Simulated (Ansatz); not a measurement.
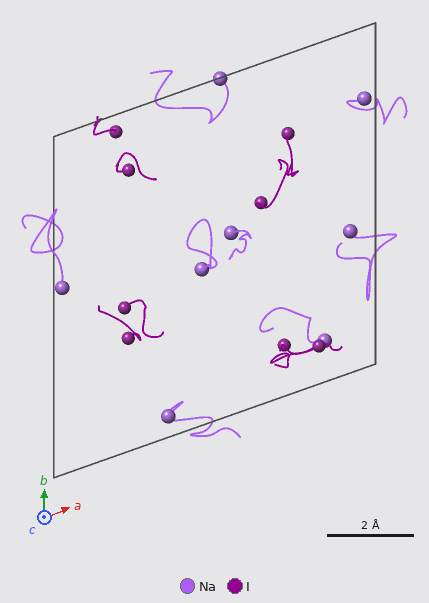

First-principles dynamics of a 16-atom cell of NaI, 440 fs long. It starts from the last geometry of an earlier run, with fresh velocities. Lines trace each atom's path, in the colour of its element; spheres stand at the starting positions. Seen along the c axis in the reduced simulation cell.

Method: Ansatz 0.2.0, DFT PBE, scalar-relativistic, plane waves, PAW. Settings: plane-wave cutoff 420 eV; k-point mesh 1 × 1 × 1; Fermi-Dirac smearing 0.05 eV; Nosé-Hoover thermostat (NVT); set temperature 1560 K; time step 2 fs; thermostat time 200.0 fs.

**How do the atoms move?**

In the second half of the run the atoms are, in the root-mean-square, this far from where they began (common drift taken out): Na 1.38 Å, I 1.11 Å. That is a large part of the typical shortest distance between atoms in the first frame, about 2.9 Å and still growing: the atoms leave their places as in a liquid. The conserved quantity stays between −0.085 and 0.084 meV per atom of its start. A straight-line fit has a slope that amounts to −0.0027 meV per atom over 440 fs (under 0.1 % of the mean kinetic energy), and the ripple about it is 0.1 % of the kinetic energy's fluctuation. With a drift under 2 % and a ripple under 7 %, the integration is accurate.
